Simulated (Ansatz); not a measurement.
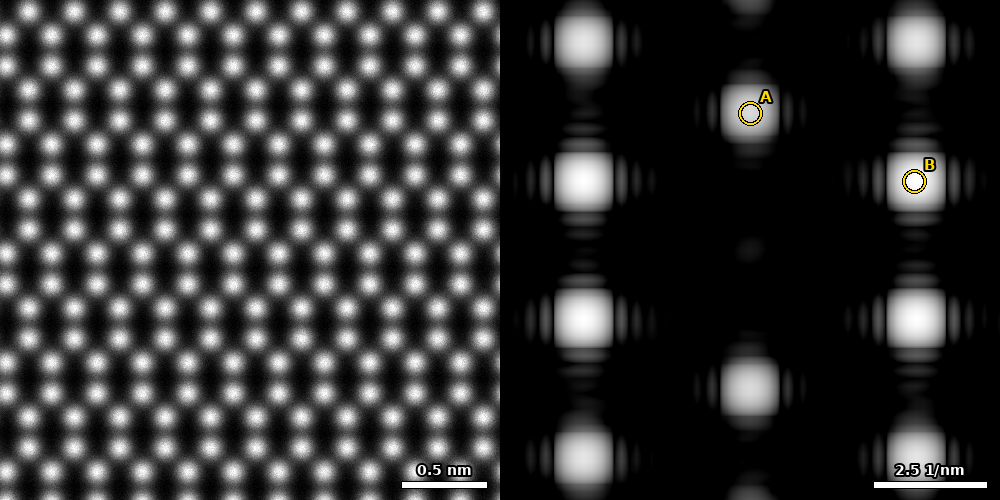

iDPC-like image of Pt (Cmcm, No. 63) along [001]. Simulated as the projected potential of neutral atoms (B = 0.8 Å²) blurred by a 0.92 Å probe, the thin-sample limit of integrated differential phase contrast. Shot noise was added. Model: coordinates from a relaxation with Ansatz 0.2.0, DFT, PBE, plane waves (420 eV) with PAW, scalar-relativistic; the starting structure was generated, so it need not be a known form of this composition.

The right panel is the modulus of the image's Fourier transform on a logarithmic scale.

a = 2.727 Å, b = 6.547 Å, c = 3.742 Å, α = 90.00°, β = 90.00°, γ = 90.00°

Index the marked spots and give their plane spacings (the zone axis points at the viewer; indices equivalent by symmetry, or all signs reversed, are as good).

A: (0 -2 0), d = 3.27 Å; B: (-1 -1 0), d = 2.52 Å. A and B enclose 67°, and every spot obeys the zone law hu + kv + lw = 0 for [001].
